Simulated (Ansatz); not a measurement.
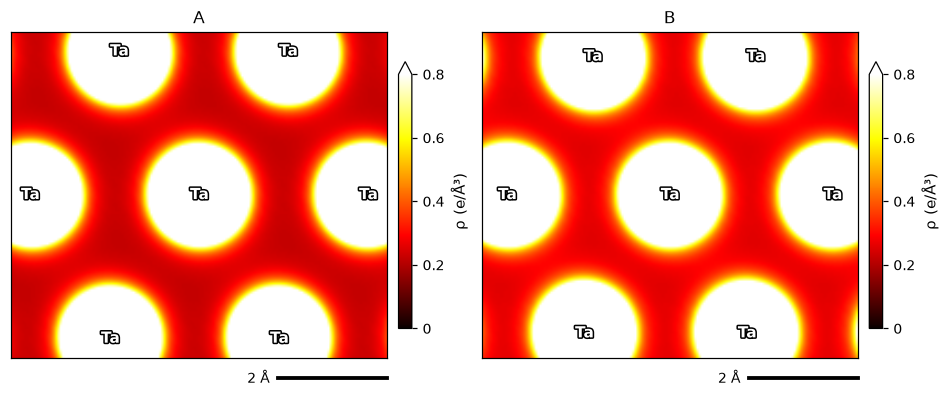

Ta. The valence electron density of two cells that differ in size, on the (11̄0) plane of each (indices in the axes of the calculation cell), at one length scale and on one colour scale: A has 21.3 Å³ an atom and B 19.0.

Level of theory: DFT, RPBE, plane waves (420 eV) with PAW, scalar-relativistic (Ansatz).

The density is the valence pseudo-density of a PAW calculation; it isn't the true density close to the nuclei.

The larger cell:

```
Ta
1.0
    -3.67428    3.67416    1.51077
     3.67416   -3.67428    1.51077
     1.91890    1.91890   -1.51099
Ta
2
Direct
  0.99994 0.00006 0.00000
  0.75006 0.24994 0.50000
```

The smaller cell: a = 5.211 Å, b = 5.211 Å, c = 2.991 Å, α = 97.81°, β = 97.81°, γ = 147.58°.

Q: What changes from the larger cell to the smaller?

A: From the larger cell to the smaller, Ta–Ta goes from 3.02 to 2.91 Å, and the density at its midpoint from 0.26 to 0.3 e/Å³.
